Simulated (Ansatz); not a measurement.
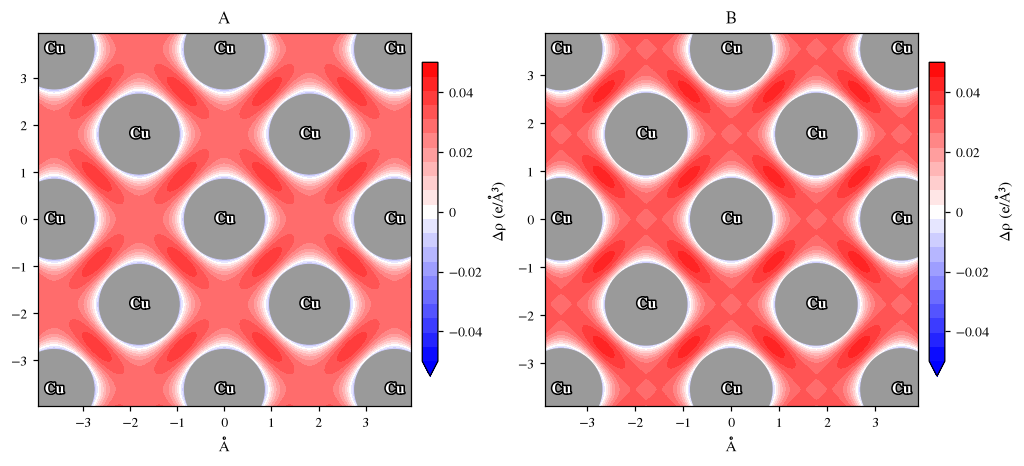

Cu: deformation density on the (010) plane of the conventional cell at two volumes, with the same fractional coordinates and one colour scale. Grey discs cover the cores. Panel B has 94 % of the volume of panel A.

Space group Fm-3m.

Computed with DFT PBE, scalar-relativistic, plane waves, PAW in Ansatz 0.2.0.

Q: How do bonds, bonding charge and pressure respond to this change of volume?

A: From A to B, Cu–Cu goes from 2.56 to 2.50 Å, and Δρ at its midpoint from +0.040 to +0.043 e/Å³. The pressure is 2 GPa in A and 13 GPa in B. The rearranged charge is 0.25 e an atom in A and 0.26 e in B.
